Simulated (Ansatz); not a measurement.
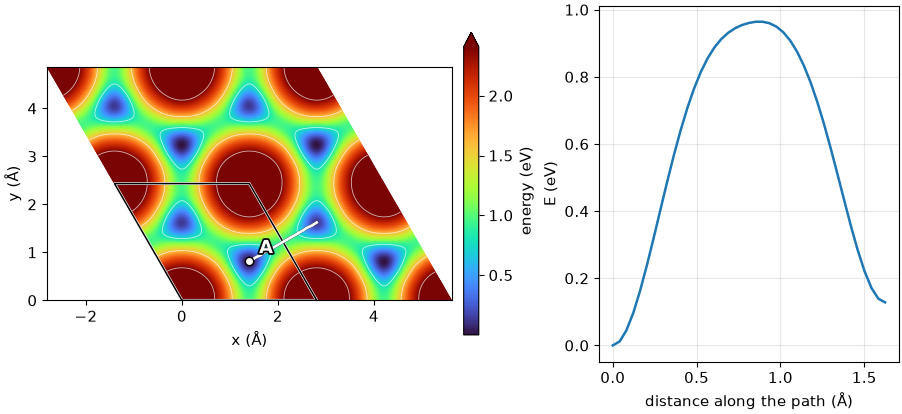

C on a W(111) slab cut from the Fm-3m phase, its upper half relaxed before the scan (3 atoms of substrate and one adsorbate in a 1 × 1 cell). C is moved over the surface cell; relaxed at each place: the height of the adsorbate's atoms; substrate rigid; the origin of the map has the adsorbate above W3. Places are given modulo a cell vector. The map is drawn in real space over the plane of the surface. Grid: 6 × 6 points; 10 points were computed and 26 follow by symmetry. Energies are in eV, from the lowest grid point. With one adsorbate in each 1 × 1 cell, its nearest image is 2.8 Å away, so neighbouring adsorbates interact. Theory: DFT LDA, scalar-relativistic, plane waves, PAW in Ansatz 0.2.0. Settings: cutoff 420 eV, k-mesh 12×12×1, gaussian smearing 0.1 eV, no spin polarisation.

In the figure: a smooth colour map with a few white contour lines, a line along the lowest path, the outline of one cell of the 2 × 2 shown, one colour for all values above the top of the scale, the energy along the path at the right, the start A. Between grid points the surface is interpolated.

> Describe the path and its barrier.

The easiest path leads from the well at a threefold hollow over a third-layer W atom, (4/6, 2/6) of the cell vectors to the well at a threefold hollow over a second-layer W atom, (2/6, 4/6) of the cell vectors, about 0.13 eV higher. Its highest point lies about 0.96 eV above the bottom of the first well on the interpolated surface, at about (0.03, 0.52) of the cell vectors. Seen from the upper well the barrier is about 0.84 eV. This is the barrier on the constrained surface; relaxing the other coordinates would change it.
